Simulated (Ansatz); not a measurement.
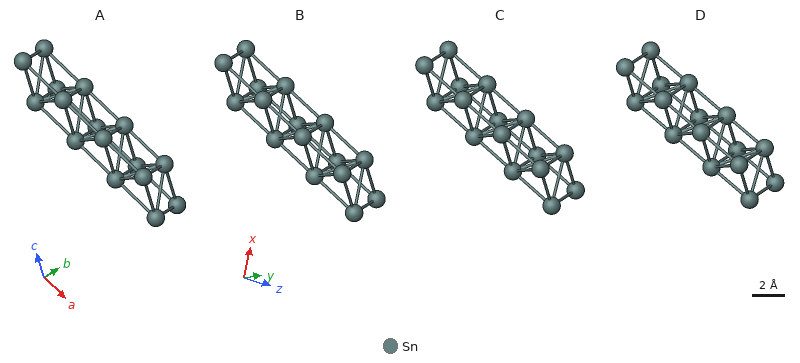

Frames of a one-coordinate scan of a crystal of Sn (Immm). x, y and z are the Cartesian axes of the input. Style: ball-and-stick. Shown: the cell of the calculation, repeated 3 × 1 × 1 with one cell outlined, slightly off an axis.

These are results of Ansatz 0.2.0, DFT PBEsol, scalar-relativistic, plane waves, PAW, not measurements. (plane-wave cutoff 420 eV; k-point mesh 20 × 20 × 20; occupations gaussian; smearing width 0.15 eV; no spin polarisation). Energies (free energies at the smearing named) are counted from the cell as listed in its source, which wasn't relaxed.

Which coordinate changes from frame to frame?

The cell is strained in shear in the xz plane, with the atoms kept at their fractional coordinates. In the frames the strain is −0.15 (A), −0.075 (B), 0.0375 (C), 0.1312 (D). Their energies are 23.8 meV/atom, 5.4 meV/atom, 1.3 meV/atom, 17.7 meV/atom.
